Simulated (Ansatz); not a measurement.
# Mo2COS MXene monolayer in a perpendicular field

Wanted: the out-of-plane response of the Mo2COS MXene monolayer. A positive field points along +c.

Program: Ansatz 0.2.0. Level of theory: plane-wave DFT, PBE-D3(BJ), Ansatz PAW. Results are calculated unless marked as measured.

### 1. Starting point

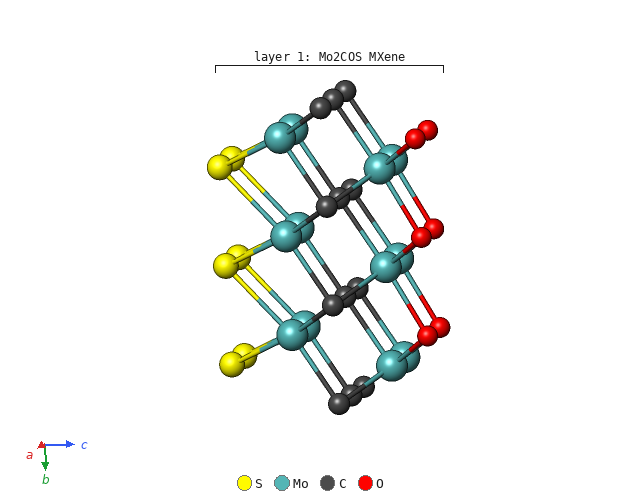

Start, viewed from the side, with the c axis across the page; sulfur yellow, molybdenum teal, carbon dark grey, oxygen red. 2×3×1 cells are drawn. Some periodic images of atoms are drawn too.

The cell holds 5 atoms: 1 S, 2 Mo, 1 C and 1 O. Its edges and angles: a = 3.025 Å, b = 3.025 Å, c = 41.351 Å, α = 90.0°, β = 90.0°, γ = 120.0°. Vacuum lies along c.

### 2. Relaxing the slab

The starting cell is a guess, so the in-plane lattice and the atoms are relaxed first, with the slab cut off from its images along the normal.

File input.yaml:

```yaml
crystal:
  lattice:
    - [3.024736, 0.0, 0.0]
    - [-1.512368, 2.6194982157, 0.0]
    - [0.0, 0.0, 41.3513579405]
  atoms:
    - { symbol: S, position: [0.3333333333, 0.6666666667, 0.4377123486] }
    - { symbol: Mo, position: [0.6666666667, 0.3333333333, 0.4787837456] }
    - { symbol: C, position: [0.0, 0.0, 0.5076456815] }
    - { symbol: Mo, position: [0.3333333333, 0.6666666667, 0.5365076173] }
    - { symbol: O, position: [0.6666666667, 0.3333333333, 0.5622876514] }
  periodic: [true, true, false]
kpoints:
  mp_grid: { grid: [12, 12, 1] }
hamiltonian:
  xc: pbe
  dispersion: d3bj
scf:
  occupations: { method: fermi_dirac, width: 0.05 }
  convergence: { dr2_threshold: 1.0e-09 }
relax:
  f_tol: 0.004
  max_steps: 90
  cell: {}
output:
  write_potential: true
  write_density: true
  volumetric_format: npy
```

Command:

```sh
> ansatz run input.yaml --threads 2 --pin off --max-ram 3072MiB --backend cpu --events-out ev --progress --plain --runs-dir out
```

Numbers of over 12 decimals in the logs are rounded to 6 here.

Output:

```text
Warning: relax.cell: scf.convergence.dr2_threshold = 1e-9 eV is looser than the 2.17804519936e-10 eV advised for a relaxation that steers and ends on the stress (1e-10 eV for each atom of the cell: 5, times the square of relax.cell.stress_2d_tol = 0.05 N/m over 15.2 Å (the atoms' height at the walk's start and 5 Å past either face), 3.300e-2 GPa, over a crystal's default 0.05). What an SCF threshold leaves in a stress goes as its square root, and in the free energy as the threshold itself, and one threshold admits the most on a small cell: [figures from the program's tests cut] Set scf.convergence.dr2_threshold to 2.17804519936e-10 eV or tighter. [rest of the remark cut]
Engine: ansatz 0.2.0, x86_64-unknown-linux-gnu
Pseudopotentials: kind: paw
Pseudopotential: S, paw, valence charge 6, recommended cutoff 420 eV (normal), S.paw.azcp
Pseudopotential: Mo, paw, valence charge 14, recommended cutoff 420 eV (normal), Mo.paw.azcp
Pseudopotential: C, paw, valence charge 4, recommended cutoff 420 eV (normal), C.paw.azcp
Pseudopotential: O, paw, valence charge 6, recommended cutoff 420 eV (normal), O.paw.azcp
Functional definition: PBE
  parameter kappa = 0.804
  parameter beta = 0.066725
  exchange = pbe_x(kappa = kappa, mu = beta*pi^2/3)
  correlation = pbe_c(beta = beta)
Crystal: 5 atoms, lattice volume = 327.639 Å³
Basis set: ecut = 420 eV, 6343 PW (Γ), exchange–correlation on 48×48×576 points (8 copies of the dense FFT grid, shifted against one another)
Bands: 27, of which v1, the nominal top of the filled ones, is band 22 counted from 1 (21 counted from 0)
Symmetry: 6 space group operations
Space group: P3m1 (ITA 156), of the structure as read, at distance tolerance 6.9e-5 Å
k-points: 19 of 144 (time reversal used)
Non-local potential: S, projectors of the file, l = 0: 2, l = 1: 2, l = 2: 2
Non-local potential: Mo, projectors of the file, l = 0: 3, l = 1: 2, l = 2: 2, l = 3: 1
Non-local potential: C, projectors of the file, l = 0: 2, l = 1: 2, l = 2: 1
Non-local potential: O, projectors of the file, l = 0: 2, l = 1: 2, l = 2: 1
PAW form: soft (Blöchl's): semilocal exchange-correlation on the pseudo side does not see the compensation charge
PAW one-centre angular grid: S, 110 points (default); XC on 64 Gauss nodes
PAW one-centre angular grid: Mo, 590 points (default); XC on 64 Gauss nodes
PAW one-centre angular grid: C, 110 points (default); XC on 64 Gauss nodes
PAW one-centre angular grid: O, 110 points (default); XC on 64 Gauss nodes
Initial density: superposition of atomic densities (neutral atoms: chi_scale 0, normalization atom), corrected by the library's trained network
Initial wavefunctions: pseudopotential atomic-orbital guess
Functional: x = pbe(κ = 0.804, μ = 0.219515), c = pbe(β = 0.066725)
SCF iter   1: F=—  HF=-11634.393784 eV  |F-HF|=—  |Δ(HF+E_count)|=         —  Δρ=5.25e-3  dr2=8.65e-1  ethr=1.77e-3  ⟨swp⟩=15.5  Hψ=4324  notcnv=0
preconditioner: auto → LDOS  [metal: Δε(μ)=0.018 eV  Ē_g=8.169 eV  σ=0.050 eV  W_gap=0.09  n_scr=24 (ndim 8)  ℏωp=10.9 eV  f_vac=0.793  D(μ)=3.88/eV (n_scr^D=18)  β→1.0]
SCF iter   2: F=—  HF=-11634.366556 eV  |F-HF|=—  |Δ(HF+E_count)|=   2.72e-2  Δρ=1.96e-3  dr2=1.96e-2  ethr=1.77e-3  ⟨swp⟩=2.0  Hψ=717  notcnv=0
SCF iter   3: F=—  HF=-11634.366680 eV  |F-HF|=—  |Δ(HF+E_count)|=   1.24e-4  Δρ=6.77e-4  dr2=8.04e-3  ethr=4.46e-5  ⟨swp⟩=3.8  Hψ=1401  notcnv=0
SCF iter   4: F=—  HF=-11634.366686 eV  |F-HF|=—  |Δ(HF+E_count)|=   6.39e-6  Δρ=3.57e-4  dr2=1.42e-3  ethr=1.83e-5  ⟨swp⟩=3.3  Hψ=925  notcnv=0
SCF iter   5: F=—  HF=-11634.366624 eV  |F-HF|=—  |Δ(HF+E_count)|=   6.21e-5  Δρ=1.20e-4  dr2=2.53e-4  ethr=3.23e-6  ⟨swp⟩=3.2  Hψ=963  notcnv=0
SCF iter   6: F=—  HF=-11634.366640 eV  |F-HF|=—  |Δ(HF+E_count)|=   1.60e-5  Δρ=2.93e-5  dr2=1.55e-5  ethr=5.75e-7  ⟨swp⟩=2.2  Hψ=758  notcnv=0
SCF iter   7: F=—  HF=-11634.366669 eV  |F-HF|=—  |Δ(HF+E_count)|=   2.86e-5  Δρ=1.09e-5  dr2=5.29e-7  ethr=3.52e-8  ⟨swp⟩=3.2  Hψ=1129  notcnv=0
SCF iter   8: F=—  HF=-11634.366852 eV  |F-HF|=—  |Δ(HF+E_count)|=   1.84e-4  Δρ=3.64e-6  dr2=9.57e-8  ethr=1.20e-9  ⟨swp⟩=3.8  Hψ=1299  notcnv=0
SCF iter   9: F=—  HF=-11634.366853 eV  |F-HF|=—  |Δ(HF+E_count)|=   1.66e-7  Δρ=1.05e-6  dr2=1.34e-8  ethr=2.18e-10  ⟨swp⟩=3.0  Hψ=1054  notcnv=0
SCF iter  10: F=-11634.366853 eV  HF=-11634.366853 eV  |F-HF|=3.20e-8  |Δ(HF+E_count)|=   4.94e-8  Δρ=2.91e-7  dr2=3.29e-10  ethr=2.27e-12  ⟨swp⟩=12.4  Hψ=5566  notcnv=0
SCF 1 converged in 10 iterations: F = -11634.366853 eV  dr2 = 3.29e-10
  greatest PAW one-centre occupation: 0.998 electrons in one spin orbital (limit 2), on the Mo atom at site 1 (counted from 0), in its partial waves of l = 0
relax step   1: F+E_penalty+E_count = -11634.36685272 eV  Δ(F+E_penalty+E_count) = +0.000e0 eV  max|allowed force component| = 1.039e0 eV/Å  Δτ_max = 0.0000 Å  P = +9.137 N/m  Ω = 327.639 Å³  fix = [c, alpha, beta]  reactions: c +0.000 N/m  (10 SCF iters, accepted)
Crystal: 5 atoms, lattice volume = 344.896 Å³
Basis set: ecut = 420 eV, 6691 PW (Γ), exchange–correlation on 48×48×576 points (8 copies of the dense FFT grid, shifted against one another)
Initial density: handed on by an earlier stage of this run
Initial wavefunctions: those handed on with the density
iter 1 solved again at ethr=1.86e-4 eV; its pass at ethr=3.10e-3 eV (dr2=8.16e-2 eV) is discarded
SCF iter   1: F=—  HF=-11634.549854 eV  |F-HF|=—  |Δ(HF+E_count)|=         —  Δρ=4.36e-3  dr2=8.21e-2  ethr=1.86e-4  ⟨swp⟩=2.9  Hψ=5152  notcnv=0
preconditioner: auto → LDOS  [metal: Δε(μ)=0.064 eV  Ē_g=7.867 eV  σ=0.050 eV  W_gap=0.29  n_scr=24 (ndim 8)  ℏωp=10.6 eV  f_vac=0.798  D(μ)=2.57/eV (n_scr^D=14)  β→1.0]
SCF iter   2: F=—  HF=-11634.545380 eV  |F-HF|=—  |Δ(HF+E_count)|=   4.47e-3  Δρ=2.72e-3  dr2=3.43e-2  ethr=1.86e-4  ⟨swp⟩=4.0  Hψ=1316  notcnv=0
SCF iter   3: F=—  HF=-11634.538452 eV  |F-HF|=—  |Δ(HF+E_count)|=   6.93e-3  Δρ=4.01e-4  dr2=8.75e-4  ethr=7.80e-5  ⟨swp⟩=3.1  Hψ=1148  notcnv=0
SCF iter   4: F=—  HF=-11634.538449 eV  |F-HF|=—  |Δ(HF+E_count)|=   2.22e-6  Δρ=9.20e-5  dr2=2.16e-5  ethr=1.99e-6  ⟨swp⟩=3.4  Hψ=1192  notcnv=0
SCF iter   5: F=—  HF=-11634.538444 eV  |F-HF|=—  |Δ(HF+E_count)|=   5.09e-6  Δρ=2.08e-5  dr2=2.04e-6  ethr=4.90e-8  ⟨swp⟩=3.4  Hψ=1273  notcnv=0
SCF iter   6: F=—  HF=-11634.538630 eV  |F-HF|=—  |Δ(HF+E_count)|=   1.86e-4  Δρ=5.53e-6  dr2=1.18e-7  ethr=4.64e-9  ⟨swp⟩=3.4  Hψ=1116  notcnv=0
SCF iter   7: F=—  HF=-11634.538631 eV  |F-HF|=—  |Δ(HF+E_count)|=   6.54e-7  Δρ=1.35e-6  dr2=3.55e-9  ethr=2.68e-10  ⟨swp⟩=3.5  Hψ=1272  notcnv=0
[...]
relax step   4: F+E_penalty+E_count = -11634.58551072 eV  Δ(F+E_penalty+E_count) = -4.688e-2 eV  max|allowed force component| = 2.037e-1 eV/Å  Δτ_max = 0.0460 Å  P = -0.362 N/m  Ω = 351.512 Å³  energy of the carried Pulay correction = -8.088e-3 eV  fix = [c, alpha, beta]  reactions: c -0.000 N/m  (9 SCF iters, accepted)
relax step   5: F+E_penalty+E_count = -11634.58683339 eV  Δ(F+E_penalty+E_count) = -1.323e-3 eV  max|allowed force component| = 5.333e-2 eV/Å  Δτ_max = 0.0195 Å  P = -0.246 N/m  Ω = 352.947 Å³  energy of the carried Pulay correction = -8.556e-3 eV  fix = [c, alpha, beta]  reactions: c -0.000 N/m  (7 SCF iters, accepted)
relax step   6: F+E_penalty+E_count = -11634.58722718 eV  Δ(F+E_penalty+E_count) = -3.938e-4 eV  max|allowed force component| = 1.868e-2 eV/Å  Δτ_max = 0.0035 Å  P = -0.163 N/m  Ω = 352.668 Å³  energy of the carried Pulay correction = -8.465e-3 eV  fix = [c, alpha, beta]  reactions: c -0.000 N/m  (6 SCF iters, accepted)
relax step   7: F+E_penalty+E_count = -11634.58748937 eV  Δ(F+E_penalty+E_count) = -2.622e-4 eV  max|allowed force component| = 1.486e-2 eV/Å  Δτ_max = 0.0034 Å  P = -0.053 N/m  Ω = 352.195 Å³  energy of the carried Pulay correction = -8.311e-3 eV  fix = [c, alpha, beta]  reactions: c -0.000 N/m  (6 SCF iters, accepted)
relax step   8: F+E_penalty+E_count = -11634.58753121 eV  Δ(F+E_penalty+E_count) = -4.184e-5 eV  max|allowed force component| = 4.506e-3 eV/Å  Δτ_max = 0.0006 Å  P = +0.018 N/m  Ω = 352.092 Å³  energy of the carried Pulay correction = -8.277e-3 eV  fix = [c, alpha, beta]  reactions: c +0.000 N/m  (5 SCF iters, accepted)
relax step   9: F+E_penalty+E_count = -11634.58752511 eV  Δ(F+E_penalty+E_count) = +6.103e-6 eV  max|allowed force component| = 1.269e-4 eV/Å  Δτ_max = 0.0002 Å  P = +0.001 N/m  Ω = 352.113 Å³  energy of the carried Pulay correction = -8.284e-3 eV  fix = [c, alpha, beta]  reactions: c +0.000 N/m  (5 SCF iters, accepted)
relax step  10: F+E_penalty+E_count = -11634.60030327 eV  Δ(F+E_penalty+E_count) = -1.278e-2 eV  max|allowed force component| = 1.191e-3 eV/Å  Δτ_max = 0.0000 Å  P = +0.266 N/m  Ω = 352.113 Å³  fix = [c, alpha, beta]  reactions: c +0.000 N/m  stress off target by 2.66e-1 N/m on what of the cell is left free  SCF on the basis re-selected at this cell (its energy is not comparable with the rows above)  (6 SCF iters)
relax step  11: F+E_penalty+E_count = -11634.60022814 eV  Δ(F+E_penalty+E_count) = +7.512e-5 eV  max|allowed force component| = 4.815e-4 eV/Å  Δτ_max = 0.0023 Å  P = +0.015 N/m  Ω = 352.734 Å³  energy of the carried Pulay correction = -2.072e-4 eV  fix = [c, alpha, beta]  reactions: c +0.000 N/m  (6 SCF iters, accepted)
iter 1 solved again at ethr=1.72e-7 eV; its pass at ethr=3.10e-3 eV (dr2=7.56e-5 eV) is discarded
SCF iter   1: F=—  HF=-11634.600097 eV  |F-HF|=—  |Δ(HF+E_count)|=         —  Δρ=1.78e-5  dr2=3.51e-8  ethr=1.72e-7  ⟨swp⟩=7.3  Hψ=7155  notcnv=0
eigensolver tolerance schedule: the retry pair's looser diagonalisation over-reported the residual by 2151.76 of it (diagonalisation noise at 0.14 of the residual, at the tolerance the schedule requests for it); recorded, not acted on — ethr = c·dr2/N_el stays at c = 1.0e-1
preconditioner: auto → LDOS  [metal: Δε(μ)=0.069 eV  Ē_g=7.811 eV  σ=0.050 eV  W_gap=0.31  n_scr=24 (ndim 8)  ℏωp=10.5 eV  f_vac=0.799  D(μ)=2.36/eV (n_scr^D=14)  β→1.0]
SCF iter   2: F=—  HF=-11634.600451 eV  |F-HF|=—  |Δ(HF+E_count)|=   3.54e-4  Δρ=1.72e-6  dr2=7.55e-9  ethr=7.99e-11  ⟨swp⟩=6.1  Hψ=2202  notcnv=0
SCF iter   3: F=—  HF=-11634.600450 eV  |F-HF|=—  |Δ(HF+E_count)|=   6.22e-7  Δρ=7.05e-7  dr2=1.82e-9  ethr=1.72e-11  ⟨swp⟩=3.3  Hψ=1105  notcnv=0
SCF iter   4: F=-11634.600451 eV  HF=-11634.600450 eV  |F-HF|=4.02e-8  |Δ(HF+E_count)|=   5.98e-7  Δρ=1.22e-7  dr2=4.51e-11  ethr=2.27e-12  ⟨swp⟩=17.8  Hψ=5153  notcnv=0
SCF 12 converged in 4 iterations: F = -11634.600451 eV  dr2 = 4.51e-11
relax step  12: F+E_penalty+E_count = -11634.60045053 eV  Δ(F+E_penalty+E_count) = -2.224e-4 eV  max|allowed force component| = 4.926e-4 eV/Å  Δτ_max = 0.0000 Å  P = +0.016 N/m  Ω = 352.734 Å³  fix = [c, alpha, beta]  reactions: c +0.000 N/m  stress off target by 1.65e-2 N/m on what of the cell is left free  SCF on the basis re-selected at this cell (its energy is not comparable with the rows above)  (4 SCF iters)
basis re-selected at this cell: Δ(F+E_penalty+E_count) = -2.224e-4 eV, ΔP = +0.001 N/m vs the last step (what re-selecting the basis moved, of the pressure what is left beyond the Pulay correction that the steps carried, after the strain that the cell walked since its last selection, with what the two solves' SCF thresholds leave and, on support functions, any second-order correction that the steps lacked; it is no m [...]
WARN: The input density's exchange-correlation potential varies sharply where the density is thin. Do not read a vacuum level from v_tot or v_xc, or from such a field of the output density. On a cell that repeats whose density bears no net charge and no dipole along the vacuum's axis use v_es (v_loc + v_h of the components); under efield.dipole_correction with no amplitude use v_es + v_field, which holds any external [...]
SCF converged after 4 iterations
Free energy (F): -11634.600451 eV
Harris-Foulkes:  -11634.600450 eV  (|F-HF|=4.02e-8)
Internal energy: -11634.581240 eV  (E = F + TS)
E sigma→0 (E₀):  -11634.590845 eV
Entropy (-TS):   -0.019210 eV (-3.842 meV/atom)
Fermi energy:    -5.705782 eV
--- Per-component energies (eV) ---
  E_band       = -1116.846316
  E_kinetic    = 1254.138077
  E_local      = -175935.003820  (includes V_loc(G=0)·N_el)
  E_nonlocal   = 386.626117
  E_hartree    = 87105.315277
  E_xc         = -587.005500
  E_vxc        = -700.657963  (∫ρ·V_xc dr)
  E_paw        = -7258.241096  (= ΣΔE_a)
  E_vpaw       = -332.581892  (= ΣTr[D̂ρ^β])
  E_aug_tail   = 0.002461  (compensation charges beyond the density's cutoff)
  E_ewald      = 83401.113109
  E_disp       = -1.525865  (pairwise vdW)
  E_smearing   = -0.019210  (= −TS)
  E_closure    = -0.000000  (closes the sum)
  Σ components = -11634.600451   (vs F -11634.600451, Δ=0.00e0)
--- Forces (eV/Å), atoms counted from 1 ---
  atom   1  S      0.00000000     0.00000000     0.00049195
  atom   2  Mo     0.00000000    -0.00000000    -0.00037894
  atom   3  C      0.00000000     0.00000000    -0.00011578
  atom   4  Mo     0.00000000     0.00000000     0.00019114
  atom   5  O      0.00000000    -0.00000000    -0.00019165
  max |Σ_I F_I| component: 3.29e-6 eV/Å
--- 2D stress c σ (N/m, compression-positive) ---
        0.016477       0.000000      -0.000000
        0.000000       0.016477       0.000000
       -0.000000       0.000000       0.000000
  P = ½ c Tr σ = 0.0165 N/m
--- Band table (eV; the first three rows and the last of 19) ---
  k-point 0: bands = [... 18 lower, -8.0796, -8.0796, -6.5973, -6.5299, -6.5299, -5.4030, -5.4030, -4.1006, ... 1 higher]
  k-point 1: bands = [... 18 lower, -8.2137, -8.1186, -7.1370, -6.4083, -6.1006, -5.3092, -5.2696, -3.9303, ... 1 higher]
  k-point 2: bands = [... 18 lower, -8.2920, -8.0422, -7.6733, -6.3437, -5.7817, -5.1705, -4.7953, -4.1359, ... 1 higher]
  k-point 18: bands = [... 18 lower, -9.7438, -9.7214, -6.3936, -6.3060, -5.8473, -4.6492, -4.0859, -3.8688, ... 1 higher]
  the weakly bound empty levels are not read free of the cell's end (no_gap_told)
--- Relaxed structure (10 steps of the walk, 9 accepted, 2 SCFs on fresh bases) ---
  F+E_penalty+E_count = -11634.60045053 eV   max|allowed force component| = 4.926e-4 eV/Å   (the final SCF, on the basis selected at the relaxed cell)
  cell:  # Å, volume = 352.7340 Å³
    - [3.138437, 0.0, 0]
    - [-1.569219, 2.717966, 0]
    - [0, 0, 41.3513579405]
  atoms:
    - { symbol: S, position: [0.333333, 0.666667, 0.440501] }
    - { symbol: Mo, position: [0.666667, 0.333333, 0.480669] }
    - { symbol: C, position: [0, 0, 0.507464] }
    - { symbol: Mo, position: [0.333333, 0.666667, 0.533919] }
    - { symbol: O, position: [0.666667, 0.333333, 0.560385] }
```

Run time: 35 s. Hardware: 2 threads of AMD EPYC 9R45, shared host; peak memory 0.69 GiB.

This run has no spin polarisation, although Mo can carry a moment.

The steps of the relaxation:

| step | energy less that of the first step (eV) | largest force component (eV/Å) | volume (Å³) |
| --- | --- | --- | --- |
| 1 | 0.0000 | 1.0385 | 327.64 |
| 2 | -0.1718 | 1.0794 | 344.90 |
| 3 | -0.0489 | 1.1149 | 370.61 |
| 4 | -0.2187 | 0.2037 | 351.51 |
| 5 | -0.2200 | 0.0533 | 352.95 |
| 6 | -0.2204 | 0.0187 | 352.67 |
| 7 | -0.2206 | 0.0149 | 352.19 |
| 8 | -0.2207 | 0.0045 | 352.09 |
| 9 | -0.2207 | 0.0001 | 352.11 |
| 10* | -0.2334 | 0.0012 | 352.11 |
| 11 | -0.2334 | 0.0005 | 352.73 |
| 12* | -0.2336 | 0.0005 | 352.73 |

Relaxation steps marked * repeat the geometry before them on a plane-wave basis chosen anew for their cell, so energy and pressure can jump there. Relaxation step 3 was tried and not accepted.

The run keeps the 6 symmetry operations that it works with, so distortions that break them were not tested.

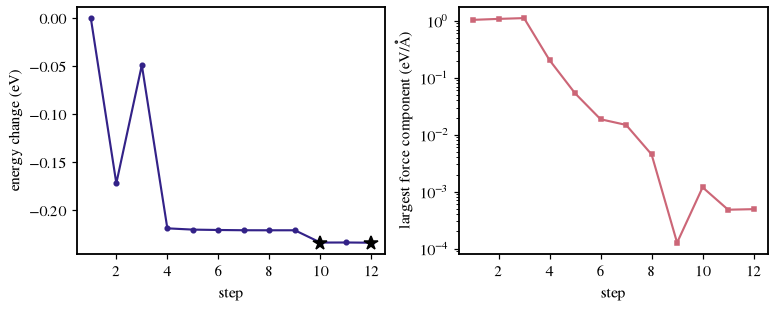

Energy and largest force along the relaxation. Stars mark steps on a basis chosen anew.

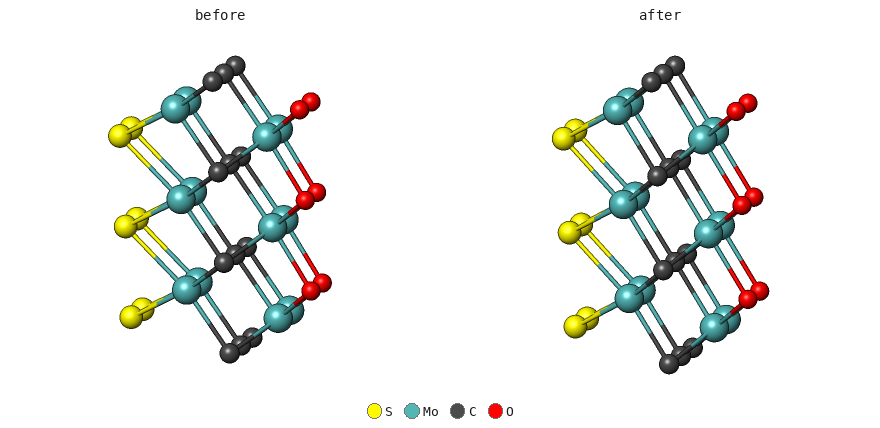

Before and after, at one scale.

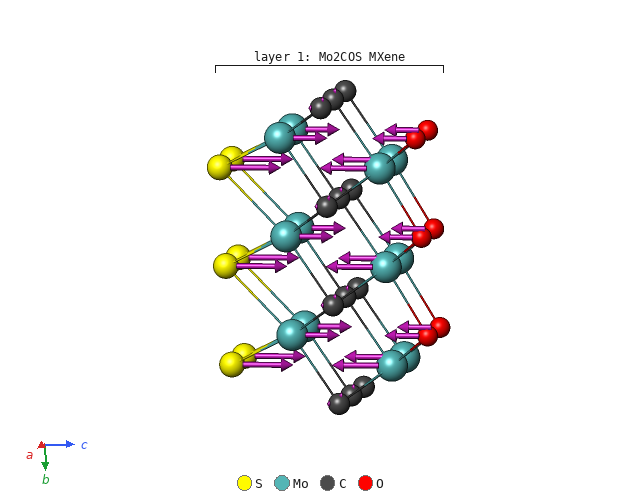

Displacements in the relaxation, exaggerated, measured against the changing cell; the longest in the cell stands for 0.12 Å. 2×3×1 cells are drawn. Some periodic images of atoms are drawn too.

| cell as run | before | after | change |
| --- | --- | --- | --- |
| a (Å) | 3.025 | 3.138 | +3.8 % |
| b (Å) | 3.025 | 3.138 | +3.8 % |

The atoms that moved most (Å, along periodic axes as changes of fractional coordinates times the final cell, across vacuum about the mean position):

| atom | dx | dy | dz | length |
| --- | --- | --- | --- | --- |
| S1 | 0.000 | 0.000 | 0.115 | 0.115 |
| Mo4 | 0.000 | 0.000 | -0.107 | 0.107 |
| O5 | 0.000 | 0.000 | -0.079 | 0.079 |
| Mo2 | 0.000 | 0.000 | 0.078 | 0.078 |
| C3 | 0.000 | 0.000 | -0.008 | 0.008 |

Final coordinates:

```xyz
5
Lattice="3.1384 0.0000 0.0000 -1.5692 2.7180 0.0000 0.0000 0.0000 41.3514" Properties=species:S:1:pos:R:3
S     0.0000    1.8120   18.2153
Mo    1.5692    0.9060   19.8763
C     0.0000    0.0000   20.9843
Mo    0.0000    1.8120   22.0783
O     1.5692    0.9060   23.1727
```

Numbers from this step:

```yaml
energy_at_zero_smearing: -11634.5908 eV
```

The lattice constant a goes from 3.025 to 3.138 Å.

(Part 1 of 2 ends here.)

[Logs are printed without paths, hosts, clocks, repeated set-up lines and the standing remarks that a program may print on its own settings, such as how far it seeks lower states.]

[Hosts, paths, dates, database ids (printed as entryN), source tags and the programs' standing remarks are cut or masked in the printed files.]

[Maps of the electrostatic potential energy from Ansatz leave out the sawtooth potential of an applied field or a dipole correction, so their vacuum need not be flat; planar profiles and work functions include it.]
